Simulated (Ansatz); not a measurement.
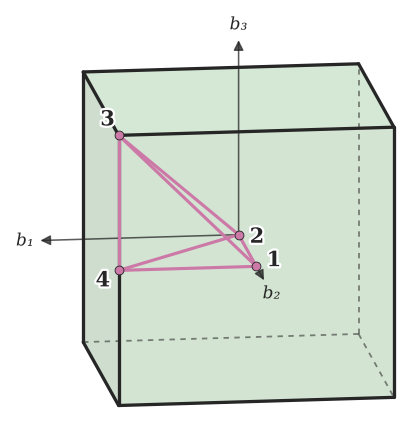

For Bi, the input geometry of an electronic-structure calculation (not necessarily at equilibrium); the starting structure was generated, so it need not be a known form of this composition: the first Brillouin zone of a simple cubic lattice (cP; extended symbol cP2) is drawn with its special points numbered. The drawing is computed from the coordinates (standard cell, symmetry found to 0.002 Å).

a = 3.252 Å, b = 3.252 Å, c = 3.252 Å, α = 90.00°, β = 90.00°, γ = 90.00°.

Labels and path follow the convention of Hinuma et al. (2017), as computed by seekpath; the arrows show the directions of the reciprocal primitive vectors b₁, b₂, b₃, in which coordinates are given.

Give the label and coordinates of each numbered point.

Answer.
| no. | label | coordinates |
| --- | --- | --- |
| 1 | X | (0, 1/2, 0) |
| 2 | Γ | (0, 0, 0) |
| 3 | R | (1/2, 1/2, 1/2) |
| 4 | M | (1/2, 1/2, 0) |
